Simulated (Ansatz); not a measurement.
```
Sn O
1.0
     4.70345    0.00000    0.00000
     0.00000    5.69517    0.00000
     0.00000    0.00000    5.20433
Sn O
4 8
Cartesian
  2.3517 3.8005 3.9032
  0.0000 4.7423 1.3011
  2.3517 1.8947 1.3011
  0.0000 0.9529 3.9032
  3.4383 3.4451 0.4040
  1.0866 5.0977 4.8003
  3.6169 5.0977 3.0062
  1.2651 3.4451 2.1982
  3.4383 2.2501 3.0062
  1.0866 0.5975 2.1982
  3.6169 0.5975 0.4040
  1.2651 2.2501 4.8003
```

Space group Pbcn; a structure from a database of computed crystals, not necessarily the ambient phase.

Method: Ansatz, DFT LDA, scalar-relativistic, plane waves, PAW.

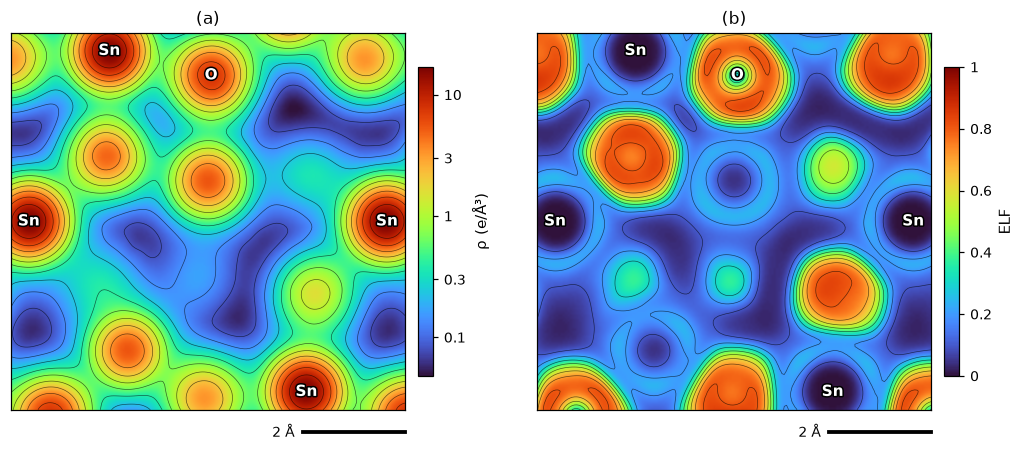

SnO2. (a) valence electron density; (b) electron localisation function on the (111) plane of the conventional cell.

Core electrons are frozen (PAW), and the valence fields are smoothed inside the atomic spheres.

Read the bonding off the picture.

The section cuts through Sn and O sites.
Atoms just off the plane (Sn, 0.5 Å away and O, 0.4 Å away) can leave unmarked features too.
Between the atoms the lowest density in this plane is 0.05 e/Å³.
The ELF also peaks beside O, away from the bonds: lone-pair regions.

Does the calculation make it a metal, or give it a gap?

It is gapped, with a Kohn–Sham gap of 1.5 eV on the k-point mesh (the band edges may lie off the mesh, which would make the gap smaller).
